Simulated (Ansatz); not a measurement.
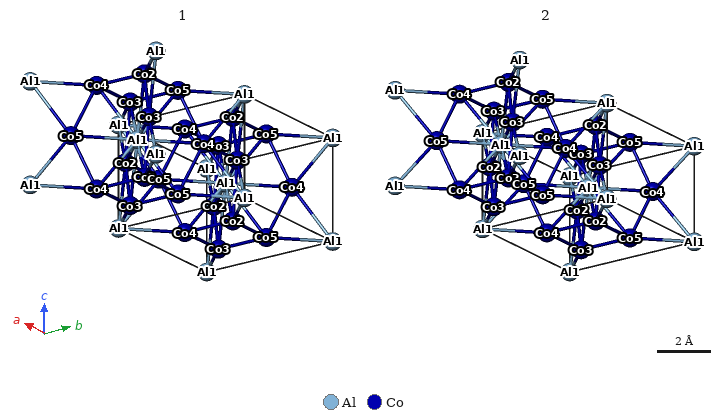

Two geometries of a crystal of AlCo4 (a generated structure, set up in I4/mmm) (coarse preliminary run), drawn at one scale. One is the start of a relaxation, the other its converged end. Style: ball-and-stick. Shown: the conventional cell (2 times the calculation's cell), repeated 2 × 1 × 1 with one cell outlined, from a free direction. Lengths and directions refer to the drawn axes.

Computed with DFT PBE, scalar-relativistic, plane waves, PAW in Ansatz. (plane-wave cutoff 420 eV; k-point mesh 6 × 6 × 6; occupations gaussian; smearing width 0.1 eV; collinear spin; cell and atoms relaxed; force threshold 0.04 eV/Å; at most 70 steps)

Q: Which one is relaxed?

A: Structure 1 is the relaxed one. After 5 accepted moves (7 points after the start) the energy has fallen by 0.588 eV per cell of the calculation. The largest force component goes from 0.66 to 0.0019 eV/Å. Pressure: 16.13 GPa at the start and 0.04 GPa at the end. The SCF was repeated twice at an unchanged geometry on a basis and grid sized afresh for the cell, which shifted the energy by 18.0 meV per cell of the calculation at most. The largest moves relative to the cell, 0.050 Å, are those of Co2, Co3, Co4 and Co5. Co2 goes along [−1 −1 0]. Al stays in place. Cell: a = b 5.790 → 5.855 Å (+1.1 %), c 3.878 → 4.200 Å (+8.3 %). Volume +10.7 %. Some distances before and after: Co2–Co3 2.130 → 2.323 Å, Al1–Co2 2.518 → 2.624 Å, Al1–Co2 (another image) 2.488 → 2.566 Å, Co2–Co4 2.272 → 2.226 Å. The space group stays I4/mmm (No. 139). The program noted that the starting moments weren't kept. The run took 4.8 min on 4 threads of AMD EPYC (Zen 3) (shared host), peak memory 0.59 GiB.
